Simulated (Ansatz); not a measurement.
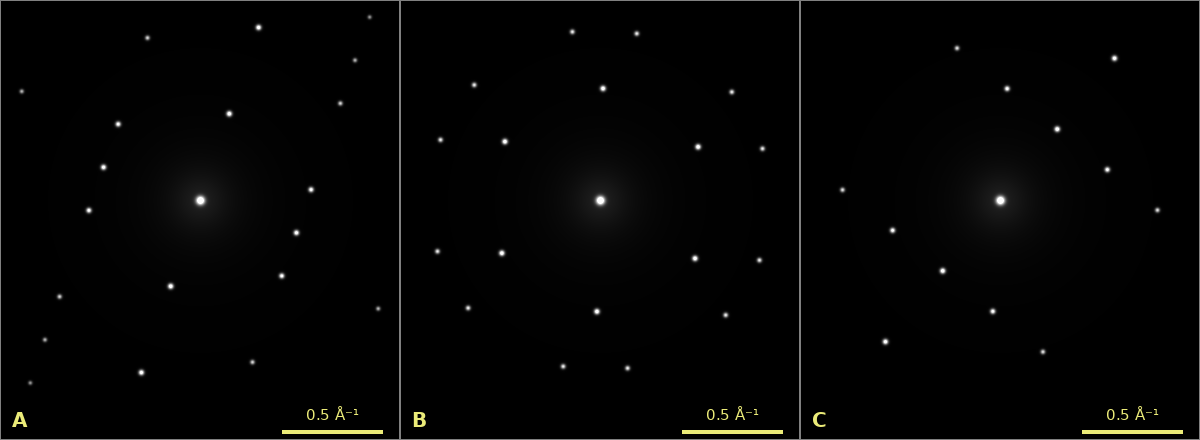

The patterns are kinematic simulations for 300 kV electrons (no multiple scattering; isotropic B = 0.5 Å²).

All three come from Ni, space group Pm-3n (No. 223), a = 4.391 Å. Structure: the input geometry of an electronic-structure calculation (not necessarily at equilibrium); the starting structure was generated, so it need not be a known form of this composition.

```tsv
atom	site	symmetry	x	y	z
Ni	2a	m-3.	0.0000	0.0000	0.0000
Ni	6c	-4m.2	0.2500	0.0000	0.5000
```

Assign the zone axes [110], [111], [210] to A, B and C.

A is [210]: rectangular net of 0 0 1 (itself extinct) at d = 4.39 Å and 1 -2 0 at d = 1.96 Å, at 90.0°. B is [111]: hexagonal net of 0 -1 1 (itself too weak to see) at d = 3.10 Å and 1 -1 0 (itself too weak to see) at d = 3.10 Å, at 60.0°. C is [110]: rectangular net of 1 -1 0 (itself too weak to see) at d = 3.10 Å and 0 0 2 at d = 2.20 Å, at 90.0°.
